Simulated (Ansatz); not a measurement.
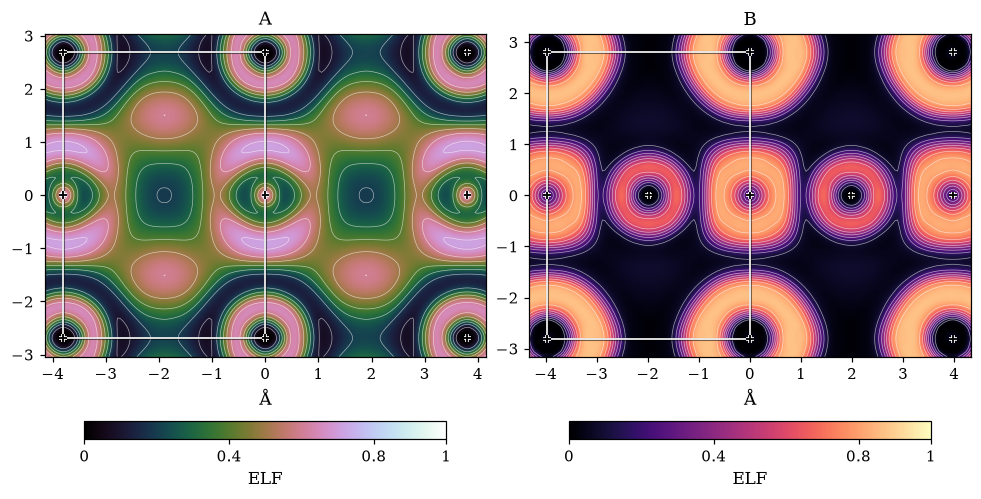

The electron localisation function of 2 systems, each on a plane through atoms (crosses mark nuclei in the plane).

Theory: DFT PBEsol, scalar-relativistic, plane waves, PAW in Ansatz.

System 1: TiSi3, the (110) plane of the conventional cell. Space group Pm-3m; a structure from a database of computed crystals, not necessarily the ambient phase; computed without spin polarisation.

```cif
data_structure
_symmetry_space_group_name_H-M 'P 1'
_symmetry_Int_Tables_number 1
_cell_length_a 3.8020
_cell_length_b 3.8020
_cell_length_c 3.8020
_cell_angle_alpha 90.000
_cell_angle_beta 90.000
_cell_angle_gamma 90.000
_cell_volume 54.96
loop_
_atom_site_label
_atom_site_type_symbol
_atom_site_fract_x
_atom_site_fract_y
_atom_site_fract_z
_atom_site_occupancy
Ti1 Ti 0.00000 0.00000 0.00000 1
Si1 Si 0.50000 0.50000 0.00000 1
Si2 Si 0.50000 0.00000 0.50000 1
Si3 Si 0.00000 0.50000 0.50000 1
```

System 2: BaTiO3, the (11̄0) plane of the conventional cell. Space group Pm-3m; a structure from a database of computed crystals, not necessarily the ambient phase; computed without spin polarisation.

```
CELL_PARAMETERS angstrom
3.96987 0.00000 0.00000
0.00000 3.96987 0.00000
0.00000 0.00000 3.96987
ATOMIC_POSITIONS crystal
Ba 0.50000 0.50000 0.50000
Ti 0.00000 0.00000 0.00000
O 0.50000 0.00000 0.00000
O 0.00000 0.50000 0.00000
O 0.00000 0.00000 0.50000
```

Which map belongs to which system?

Answer. Panel A is system 1, TiSi3: the plane holds Ti and Si. Ti–Si (2.69 Å): the ELF peaks at about 0.70 in the valence shell of Si, 0.9 Å from its nucleus, and is about 0.35 at the midpoint. Panel B is system 2, BaTiO3: the plane holds Ba, Ti and O. Ti–O (1.98 Å): the ELF peaks at about 0.80 in the valence shell of O, 0.6 Å from its nucleus, and is about 0.20 at the midpoint: no shared electron pair shows on this line.
